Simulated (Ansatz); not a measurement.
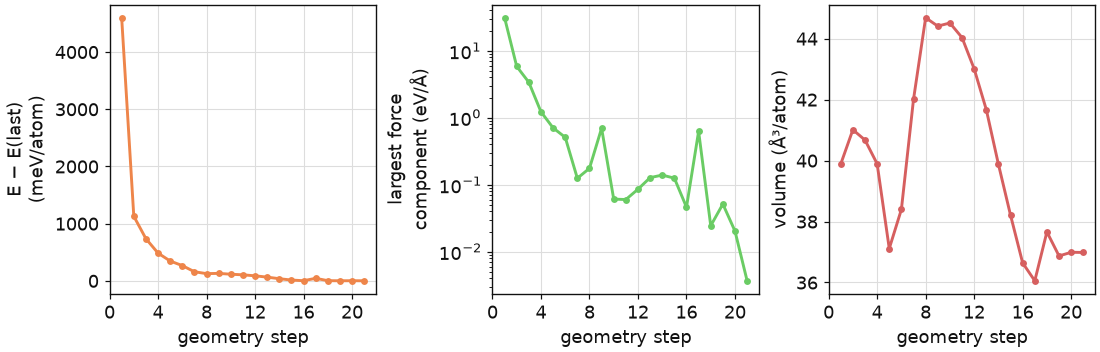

History of a geometry optimisation. Atoms and cell relax. A closing SCF on a freshly chosen basis isn't drawn.

The run: Bi (C2/c, 4 atoms in the cell), by DFT PBE, scalar-relativistic, plane waves, PAW in Ansatz; cutoff 420 eV, 4×4×2 k-mesh, Gaussian smearing of 0.1 eV.

> How did it end, and what did it gain?

The optimisation met its thresholds at geometry 21, counting the start as the first. The energy fell by about 4600 meV/atom from the first step to the last. Steps 9, 17, 18 and 20 went uphill and were rejected by the line search. The largest force component goes from about 31 eV/Å at the start to 4 × 10⁻³ eV/Å at the end.

> What happens to the cell?

The volume shrinks from 39.9 to 37.0 Å³ per atom (−7 %). The start was expanded.
